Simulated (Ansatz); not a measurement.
**Run report: C$_{10}$O, geometry relaxation (part 2 of 2)**

C$_{10}$O (slab, 11 atoms in the cell); DFT PBE+D3(BJ), scalar-relativistic, plane waves, PAW, no spin polarisation (Ansatz 0.2.0); cutoff 420 eV, 12×12×1 k-mesh, Gaussian smearing of 0.1 eV. The structure derives from a Materials Project entry. The input holds or restrains some coordinates. Forces given for the steps count only the free coordinates. It belongs to a series of runs on one base structure; here: O over the place (0/4, 0/4) of the surface cell, its height relaxed.

Geometry of the input (Å; fractional positions):
```
2.4655  0.0000  0.0000
-1.2328  2.1341  0.0000
0.0000  0.0000  32.5980
C  0.0833  0.1666  0.2608
C  0.4167  0.8334  0.2608
C  0.5833  0.1666  0.3650
C  0.9167  0.8334  0.3650
C  0.0833  0.1666  0.4693
C  0.4167  0.8334  0.4693
C  0.5833  0.1666  0.5736
C  0.9167  0.8334  0.5736
C  0.0833  0.1666  0.6779
C  0.4167  0.8334  0.6779
O  0.0833  0.1666  0.7215
```

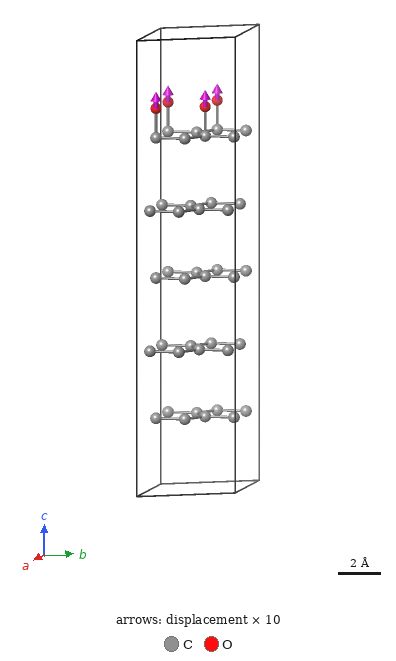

Fig. 1: The starting structure with the displacements as pink arrows, magnified 10 times (ball-and-stick view of the 2 × 2 repeat of the cell, with the vacuum cut short, seen slightly off an axis). Over 4 geometry steps the energy falls by 86.3 meV per cell of the calculation. Largest force component: 2.3 eV/Å at the start, 0.014 eV/Å at the end. The atom that moves furthest is O11 (0.082 Å). C stays in place. The cell stays as it was. Among the contacts that change: C9–O11 1.420 → 1.502 Å. (Atoms are counted from 1 in the order of the input.)

```
WARN: The output density's exchange-correlation potential varies sharply where the density is thin. Do not read a vacuum level from v_tot or v_xc, or from such a field of the output density. On a cell that repeats whose density bears no net charge and no dipole along the vacuum's axis use v_es (v_loc + v_h of the components); under efield.dipole_correction with no amplitude use v_es + v_field, which holds any external_charges[].barrier, or the levels of the report's work_function block, which leave it out; under a non-zero efield.amplitude the vacuum is tilted and has no level; on a cell that repeats and bears such a dipole with no correction it is tilted too, and efield.dipole_correction with no amplitude gives each side of its ramp a level where efield: is served; in a cell that repeats whose density bears a net charge (total_charge, or a fill off its count) it is curved and has none; of a slab under crystal.periodic whose density bears no net charge use v_es, which has a level on each side, short of where the two are joined; of another it falls or rises all the way out and has none; of a slab beside external_charges read slab_vacuum_level instead, which it has where they leave it neutral. The grid or the basis barely resolves most such structure, and the values can differ between equally converged runs; as a rule a tighter scf.convergence.dr2_threshold does not remove it. Where the density itself ripples (under the LDA too) a higher basis.ecutwfc lessens it. The files hold the spikes' plane waves up to the density's cutoff. Files: v_tot_of_output_density and the like, and their columns of v_z.tsv (output.write_potential); v_xc_of_output_density and the like, and their columns of v_comp_z.tsv (output.write_potential_components). Measured: with its Gaussian average of σ = 0.25 Å subtracted twice, the exchange-correlation potential is over 0.1 eV at 37 of the grid points where the equally averaged density (valence and model cores) is under 1e-3 e/Å³, and 0.159 eV at the most among them, at an averaged density of 5.3e-8 e/Å³. The input density's (outcome.potential() and, of a run that writes arrays, v_tot and v_xc) is over 0.1 eV, so measured, at 11 points of its own thin density, 0.175 eV at the most. See output.write_potential in the manual, Limitations
SCF converged after 2 iterations
Free energy (F): -3072.777020 eV
Harris-Foulkes:  -3072.777020 eV  (|F-HF|=2.39e-9)
Internal energy: -3072.769279 eV  (E = F + TS)
E sigma→0 (E₀):  -3072.773149 eV
Entropy (-TS):   -0.007740 eV (-0.704 meV/atom)
Fermi energy:    1.578685 eV
Dipole field:    D = -0.080528 V/Å  (p = -0.076333 e·Å, saw-weighted, corrected)
Work function:   Φ+ = 6.8950 eV   Φ− = 4.2699 eV
Levels:          The Fermi level and band energies are counted from a zero that moves with the ramp; work functions are not
--- Per-component energies (eV) ---
  E_band       = -366.854401
  E_kinetic    = 1086.549250
  E_local      = -40146.136964  (includes V_loc(G=0)·N_el)
  E_nonlocal   = 322.117966
  E_hartree    = 19580.275641
  E_xc         = -553.976828
  E_vxc        = -688.773399  (∫ρ·V_xc dr)
  E_paw        = -1150.480834  (= ΣΔE_a)
  E_vpaw       = -102.551142  (= ΣTr[D̂ρ^β])
  E_aug_tail   = 0.002317  (compensation charges beyond the density's cutoff)
  E_efield     = 0.003073  (sawtooth field / dipole correction)
  E_vefield    = 1.386700  (∫n·V_field dr)
  E_ewald      = 17790.354827
  E_disp       = -1.477728  (pairwise vdW)
  E_smearing   = -0.007740  (= −TS)
  E_closure    = -0.000000  (closes the sum)
  Σ components = -3072.777020   (vs F -3072.777020, Δ=0.00e0)
--- Forces (eV/Å), atoms counted from 1 ---
  atom   1  C      0.00000000     0.00374001     0.00043108
  atom   2  C      0.00000000    -0.00373847     0.00043374
  atom   3  C      0.00000000     0.00504386     0.00175811
  atom   4  C      0.00000000    -0.00504621     0.00176064
  atom   5  C      0.00000000     0.05663941    -0.00081681
  atom   6  C      0.00000000    -0.05664675    -0.00102864
  atom   7  C      0.00000000     0.01571600     0.02411387
  atom   8  C      0.00000000    -0.02225010     0.01655916
  atom   9  C      0.00000000    -0.00171609     2.24914912
  atom  10  C      0.00000000     0.00282266    -2.30589355
  atom  11  O      0.00000000     0.00543560     0.01352262
  max |Σ_I F_I| component: 1.07e-5 eV/Å
--- Band table (eV; the first three rows and the last of 43) ---
  k-point 0: bands = ["-22.3643", "-18.6358", "-18.0954", "-17.9918", "-17.8755", "-16.1843", "-7.4684", "-6.8746", "-6.5248", "-5.9657", "-5.3709", "-3.9710", "-3.9645", "-2.1246", "-2.1163", "-1.5627", "-1.5526", "-1.4796", "-1.4704", "-1.4561", "-1.4513", "0.7386", "1.6427", "1.6445", "5.1348", "5.9159", "6.5552", "7.2059", "7.9714", "7.9761", "8.1416", "8.3723", "8.9876", "9.2502"]
  k-point 1: bands = ["-22.2159", "-18.4714", "-17.9306", "-17.8275", "-17.7122", "-16.0713", "-7.3079", "-6.6920", "-6.3334", "-5.7731", "-5.1802", "-4.6747", "-4.3003", "-2.7692", "-2.4646", "-2.2054", "-2.1236", "-2.1018", "-1.9026", "-1.8197", "-1.7954", "0.5674", "1.5941", "1.6304", "5.3556", "6.1170", "6.7753", "7.3999", "8.0147", "8.3663", "8.5673", "8.6317", "9.1878", "9.3152"]
  k-point 2: bands = ["-21.7787", "-17.9800", "-17.4378", "-17.3366", "-17.2242", "-15.7485", "-6.8690", "-6.3851", "-6.1085", "-5.7513", "-5.1963", "-5.0745", "-4.6125", "-4.4111", "-3.8480", "-3.7675", "-3.7366", "-3.2608", "-2.6986", "-2.6160", "-2.5901", "-0.2213", "1.4411", "1.7824", "6.0165", "6.6875", "7.4150", "7.8274", "8.1049", "8.9863", "9.0450", "9.2615", "9.7002", "9.8534"]
  k-point 42: bands = ["-19.1016", "-14.3536", "-14.0830", "-13.7944", "-13.7055", "-13.6172", "-10.8478", "-9.7398", "-9.6256", "-9.0701", "-8.9875", "-8.9230", "-8.0549", "-7.4935", "-7.4138", "-7.3649", "-4.4347", "-2.9129", "-2.0308", "-1.5899", "-1.1606", "-0.7266", "-0.7182", "2.4386", "3.5724", "4.0199", "4.3832", "4.7669", "6.7685", "10.8000", "10.9760", "11.4820", "11.7233", "12.2142"]
--- Relaxed structure (5 steps of the walk, 5 accepted, 0 SCFs on fresh bases) ---
  F+E_penalty+E_count = -3072.77701962 eV   max|allowed force component| = 1.352e-2 eV/Å
  atoms:
    - { symbol: C, position: [0.08331017935, 0.1666203587, 0.2607524516] }
    - { symbol: C, position: [0.41668982065, 0.8333796413, 0.2607524516] }
    - { symbol: C, position: [0.58331017935, 0.1666203587, 0.3650391123] }
    - { symbol: C, position: [0.91668982065, 0.8333796413, 0.3650391123] }
    - { symbol: C, position: [0.08331017935, 0.1666203587, 0.46932324100000006] }
    - { symbol: C, position: [0.41668982065, 0.8333796413, 0.46932324100000006] }
    - { symbol: C, position: [0.58331017935, 0.1666203587, 0.5736099016] }
    - { symbol: C, position: [0.91668982065, 0.8333796413, 0.5736099016] }
    - { symbol: C, position: [0.08331017935, 0.1666203587, 0.6778940303] }
    - { symbol: C, position: [0.41668982065, 0.8333796413, 0.6778940303] }
    - { symbol: O, position: [0.08331017935, 0.1666203587, 0.7239562614307227] }
```

**Trajectory as extended XYZ (Å, eV, eV/Å), 5 frames, from step=1 to step=5**
```
11
Lattice="2.4655 0.0000 0.0000 -1.2328 2.1341 0.0000 0.0000 0.0000 32.5980" Properties=species:S:1:pos:R:3:forces:R:3 step=1 energy=-3072.69068
C     0.0000    0.3556    8.5000    0.0000   0.0066   0.0004
C     0.0000    1.7786    8.5000    0.0000  -0.0066   0.0004
C     1.2328    0.3556   11.8995    0.0000   0.0041   0.0017
C     1.2328    1.7786   11.8995    0.0000  -0.0041   0.0017
C     0.0000    0.3556   15.2990    0.0000   0.0585  -0.0008
C     0.0000    1.7786   15.2990    0.0000  -0.0585  -0.0010
C     1.2328    0.3556   18.6985    0.0000   0.0184   0.0234
C     1.2328    1.7786   18.6985    0.0000  -0.0241   0.0174
C     0.0000    0.3556   22.0980    0.0000  -0.0046   0.8633
C     0.0000    1.7786   22.0980    0.0000   0.0031  -3.2272
O     0.0000    0.3556   23.5180    0.0000   0.0073   2.3206
11
Lattice="2.4655 0.0000 0.0000 -1.2328 2.1341 0.0000 0.0000 0.0000 32.5980" Properties=species:S:1:pos:R:3:forces:R:3 step=2 energy=-3072.74744
C     0.0000    0.3556    8.5000    0.0000   0.0050   0.0003
C     0.0000    1.7786    8.5000    0.0000  -0.0050   0.0003
C     1.2328    0.3556   11.8995    0.0000   0.0048   0.0015
C     1.2328    1.7786   11.8995    0.0000  -0.0048   0.0015
C     0.0000    0.3556   15.2990    0.0000   0.0575  -0.0001
C     0.0000    1.7786   15.2990    0.0000  -0.0575  -0.0003
C     1.2328    0.3556   18.6985    0.0000   0.0173   0.0222
C     1.2328    1.7786   18.6985    0.0000  -0.0235   0.0158
C     0.0000    0.3556   22.0980    0.0000  -0.0038   1.5187
C     0.0000    1.7786   22.0980    0.0000   0.0031  -2.8213
O     0.0000    0.3556   23.5500    0.0000   0.0070   1.2599
11
Lattice="2.4655 0.0000 0.0000 -1.2328 2.1341 0.0000 0.0000 0.0000 32.5980" Properties=species:S:1:pos:R:3:forces:R:3 step=3 energy=-3072.77593
C     0.0000    0.3556    8.5000    0.0000   0.0037   0.0001
C     0.0000    1.7786    8.5000    0.0000  -0.0037   0.0001
C     1.2328    0.3556   11.8995    0.0000   0.0054   0.0013
C     1.2328    1.7786   11.8995    0.0000  -0.0054   0.0013
C     0.0000    0.3556   15.2990    0.0000   0.0567   0.0003
C     0.0000    1.7786   15.2990    0.0000  -0.0567   0.0001
C     1.2328    0.3556   18.6985    0.0000   0.0162   0.0232
C     1.2328    1.7786   18.6985    0.0000  -0.0227   0.0160
C     0.0000    0.3556   22.0980    0.0000  -0.0024   2.1318
C     0.0000    1.7786   22.0980    0.0000   0.0029  -2.3921
O     0.0000    0.3556   23.5899    0.0000   0.0060   0.2171
11
Lattice="2.4655 0.0000 0.0000 -1.2328 2.1341 0.0000 0.0000 0.0000 32.5980" Properties=species:S:1:pos:R:3:forces:R:3 step=4 energy=-3072.77702
C     0.0000    0.3556    8.5000    0.0000   0.0037   0.0005
C     0.0000    1.7786    8.5000    0.0000  -0.0037   0.0005
C     1.2328    0.3556   11.8995    0.0000   0.0050   0.0017
C     1.2328    1.7786   11.8995    0.0000  -0.0050   0.0017
C     0.0000    0.3556   15.2990    0.0000   0.0566  -0.0008
C     0.0000    1.7786   15.2990    0.0000  -0.0566  -0.0010
C     1.2328    0.3556   18.6985    0.0000   0.0157   0.0241
C     1.2328    1.7786   18.6985    0.0000  -0.0222   0.0166
C     0.0000    0.3556   22.0980    0.0000  -0.0017   2.2492
C     0.0000    1.7786   22.0980    0.0000   0.0028  -2.3059
O     0.0000    0.3556   23.5995    0.0000   0.0054   0.0135
11
Lattice="2.4655 0.0000 0.0000 -1.2328 2.1341 0.0000 0.0000 0.0000 32.5980" Properties=species:S:1:pos:R:3:forces:R:3 step=5 energy=-3072.77702
C     0.0000    0.3556    8.5000    0.0000   0.0037   0.0004
C     0.0000    1.7786    8.5000    0.0000  -0.0037   0.0004
C     1.2328    0.3556   11.8995    0.0000   0.0050   0.0018
C     1.2328    1.7786   11.8995    0.0000  -0.0050   0.0018
C     0.0000    0.3556   15.2990    0.0000   0.0566  -0.0008
C     0.0000    1.7786   15.2990    0.0000  -0.0566  -0.0010
C     1.2328    0.3556   18.6985    0.0000   0.0157   0.0241
C     1.2328    1.7786   18.6985    0.0000  -0.0222   0.0166
C     0.0000    0.3556   22.0980    0.0000  -0.0017   2.2491
C     0.0000    1.7786   22.0980    0.0000   0.0028  -2.3059
O     0.0000    0.3556   23.5995    0.0000   0.0054   0.0135
```

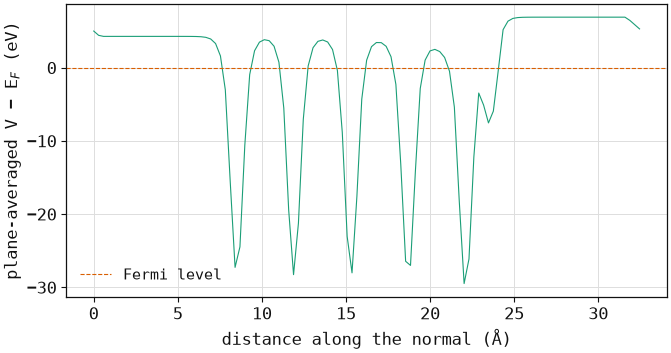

Fig. 2: Plane average of the electrostatic potential energy of an electron across the cell, from the Fermi level. The vacuum level lies 6.89 eV above the Fermi level on the upper side and 4.27 eV on the lower.

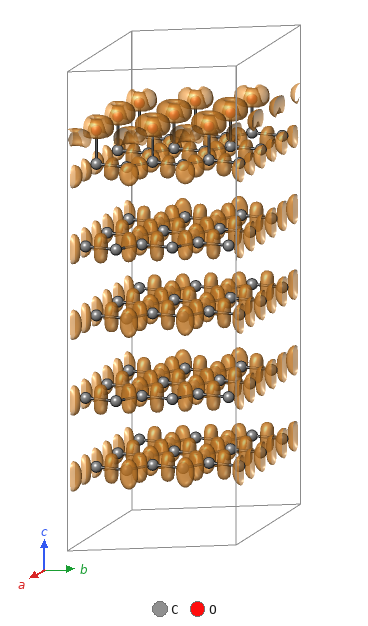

Fig. 3: Isosurface of the ELF at 0.8 (orange), seen slightly off an axis. Core shells and regions of very low density are left out. Sticks mark near contacts. C–O (1.50 Å): the ELF peaks at about 0.75 between the atoms (a shared but strongly polarised pair). Core electrons are frozen (PAW), so the fields are smoothed inside the atomic spheres.

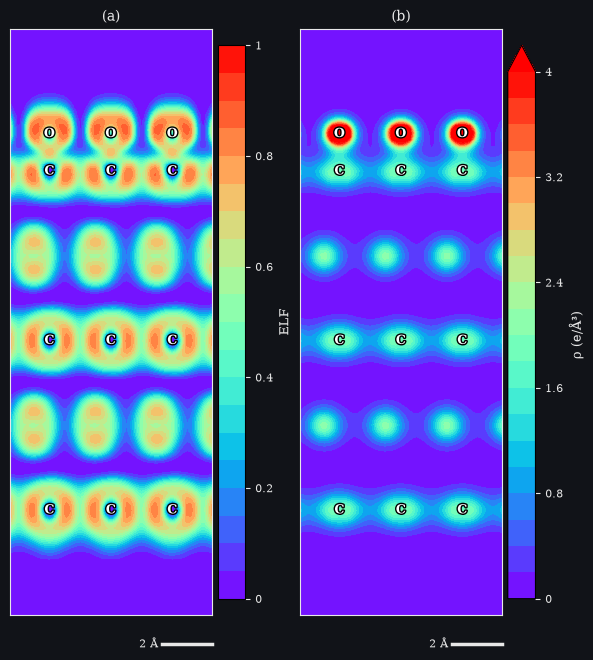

Fig. 4: (a) electron localisation function; (b) valence charge density (pseudo) on the (100) plane of the calculation cell, a cut from vacuum to vacuum. Atoms in the plane: C and O. C–O (1.50 Å): the density is about 1.6 e/Å³ at the midpoint; the ELF peaks at about 0.75 between the atoms, which marks a shared but strongly polarised pair. The density dies away to nearly zero in the vacuum.

**Summary**

- outcome: converged under the restraints of the input
- electrons treated: 46
- free energy: −3072.7770 eV
- work function, top face: 6.89 eV
- work function, bottom face: 4.27 eV
- Fermi energy: 1.579 eV
- gap on the k-point mesh: none (metallic)
- final volume: 171.52 Å³
- work function (upper face): 6.89 eV
- largest force (length of the vector) at the end, held atoms and coordinates included: 2.306 eV/Å
- wall time: 19 s (CPU time 37 s)
- peak memory: 0.6 GiB

**Remarks**

The program warns: the exchange-correlation potential is rough where the density is thin.
